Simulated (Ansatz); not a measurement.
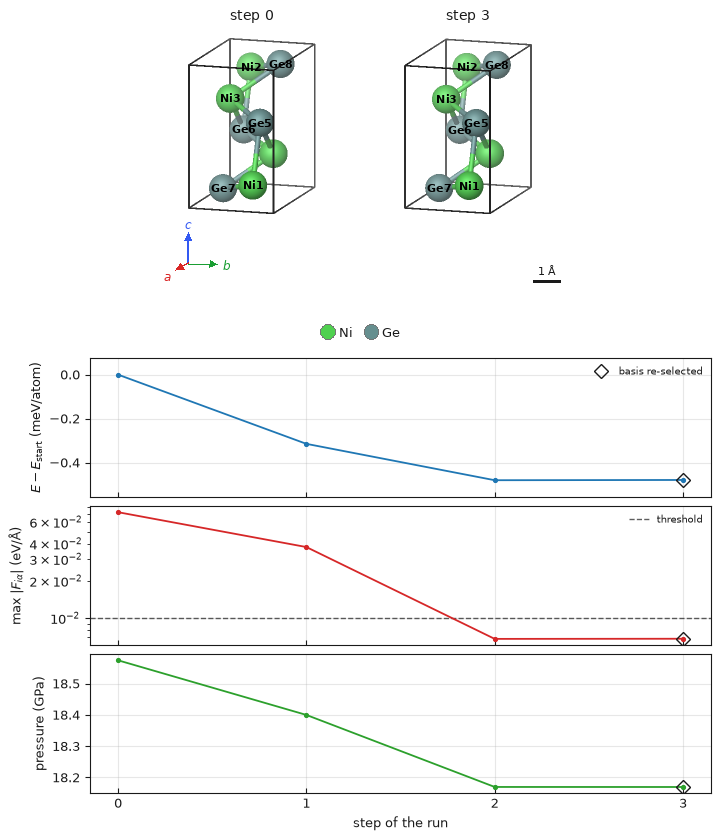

First and last geometry of a relaxation of crystalline NiGe (set up in Pnma), with the history of the run. Style: ball-and-stick. Shown: the cell of the calculation, slightly off an axis.

Case: volume × 0.91, shape and atoms relaxed.

Method: Ansatz, DFT PBEsol, scalar-relativistic, plane waves, PAW. (plane-wave cutoff 420 eV; k-point mesh 8 × 10 × 6; occupations gaussian; smearing width 0.1 eV; no spin polarisation; cell relaxed at fixed volume; force threshold 0.01 eV/Å; at most 30 steps)

What do the curves and the structures tell?

Answer. It converged. The energy falls by 0.5 meV per atom in 2 accepted moves (3 points after the start). The largest force component goes from 0.072 to 0.0068 eV/Å. The pressure goes from 18.57 to 18.17 GPa. At 1 point the geometry stayed and the basis and grid were re-selected for the new cell (energy shift of less than 0.05 meV per atom at most each time). The largest moves relative to the cell, 0.014 Å, are those of Ge atoms. By element the largest moves are Ge 0.014 Å, Ni 0.012 Å. The drawn cell changes at constant volume: a 5.157 → 5.154 Å (−0.1 %), b 3.352 → 3.369 Å (+0.5 %), c 5.520 → 5.495 Å (−0.5 %). Near-neighbour distances that change, for instance: Ge–Ni 2.265 → 2.273 Å, Ge–Ge 2.724 → 2.718 Å. The space group stays Pnma (No. 62).

| step | E − E(0), meV/atom | largest force component, eV/Å | pressure, GPa | note |
| --- | --- | --- | --- | --- |
| 0 | 0.00 | 0.0720 | 18.57 |  |
| 1 | -0.31 | 0.0376 | 18.40 |  |
| 2 | -0.48 | 0.0068 | 18.17 |  |
| 3 | -0.48 | 0.0068 | 18.17 | same geometry, new basis |

Limits of the set-up: an element that often carries a moment was run without spin polarisation.
